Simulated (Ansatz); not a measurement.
**MgO: density, localisation and related maps**

The calculation's input:

```
crystal:
  lattice:
    - [3.5213164919, 0.0, 0.0]
    - [-1.760658246, 3.0495495368, 0.0]
    - [0.0, 0.0, 4.2393824272]
  atoms:
    - { symbol: Mg, position: [0.6431811322, 0.3333333333, 0.75] }
    - { symbol: Mg, position: [0.3568188678, 0.6666666667, 0.25] }
    - { symbol: O, position: [0.6834876564, 0.3333333333, 0.25] }
    - { symbol: O, position: [0.3165123436, 0.6666666667, 0.75] }
basis:
  ecutwfc: 520.0
kpoints:
  mp_grid: { grid: [9, 9, 6] }
hamiltonian:
  xc: pbe
  pseudopotentials: { kind: paw, azcp: { folder: soft_1 } }
scf:
  occupations: { method: gaussian, width: 0.05 }
output:
  forces: true
  stress: true
  eigenvalues: true
  write_density: true
  write_potential: true
  elf: true
  volumetric_format: npy
```

Run with:

```sh
ansatz run input.yaml --threads 1 --pin off --max-ram 2048MiB --backend cpu --events-out ev --progress --plain --runs-dir out
```

Below, planes, directions and counts refer to the conventional cell (a = 3.52 Å, b = 4.24 Å, c = 3.52 Å, α = 90.00°, β = 120.00°, γ = 90.00°).

Space group P2₁/m; a structure from a database of computed crystals, not necessarily the ambient phase; not relaxed (largest force 0.6 eV/Å); PAW files of the earlier set (soft_1).

Level of theory: DFT PBE, scalar-relativistic, plane waves, PAW in Ansatz.

The density is the valence pseudo-density of a PAW calculation; it isn't the true density close to the nuclei.

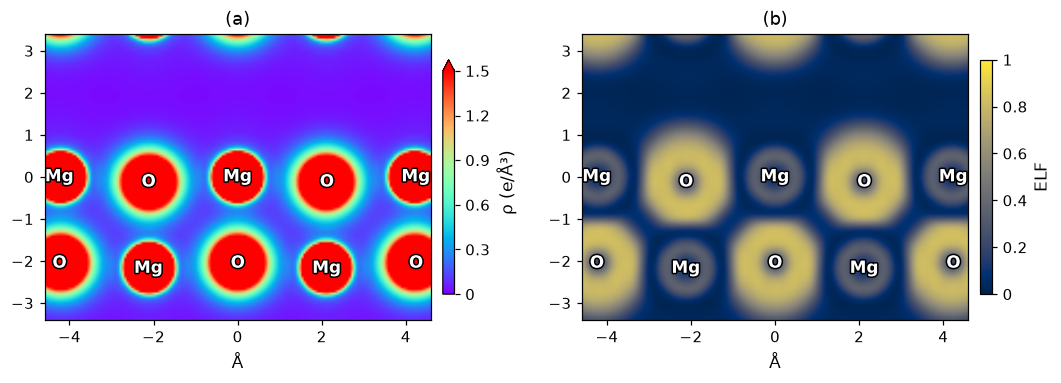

Figure 1. (a) valence pseudo-density; (b) electron localisation function on the (101) plane of the conventional cell.

**Interpret the plot.**

The plane passes through Mg and O nuclei.
Mg–O (2.05 Å): the density is about 0.38 e/Å³ at the midpoint; the ELF peaks at about 0.85 in the valence shell of O, 0.7 Å from its nucleus, and is about 0.35 at the midpoint (a closed-shell, largely ionic contact).
Mg–O (2.12 Å): ρ at the midpoint is about 0.32 e/Å³; the ELF peaks at about 0.85 in the valence shell of O, 0.7 Å from its nucleus, and is about 0.35 at the midpoint; a closed-shell, largely ionic contact.
Between the atoms the lowest density in this plane is 0.02 e/Å³.

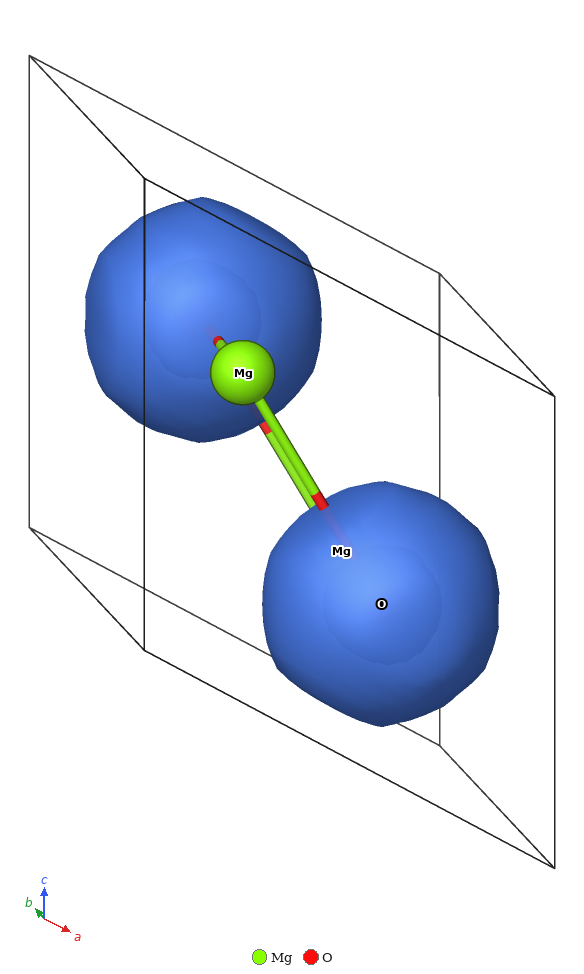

Figure 2. Isosurface of the ELF at 0.75 (blue), seen slightly off an axis. Core shells and regions of very low density are left out. Sticks mark near contacts.

**Describe the localisation domains.**

The ELF exceeds this value in two regions wrapped around O (the valence shell of each), counted in one cell of 4 atoms. Regions shared between cells count once. Along the contacts the grid gives the following. Mg–O (2.01 Å): the ELF peaks at about 0.85 in the valence shell of O, 0.7 Å from its nucleus, and is about 0.35 at the midpoint (a closed-shell, largely ionic contact).

**Metal or insulator at this level of theory?**

It is gapped, with a Kohn–Sham gap of 3.2 eV on the k-point mesh, an upper bound to the gap of this method.
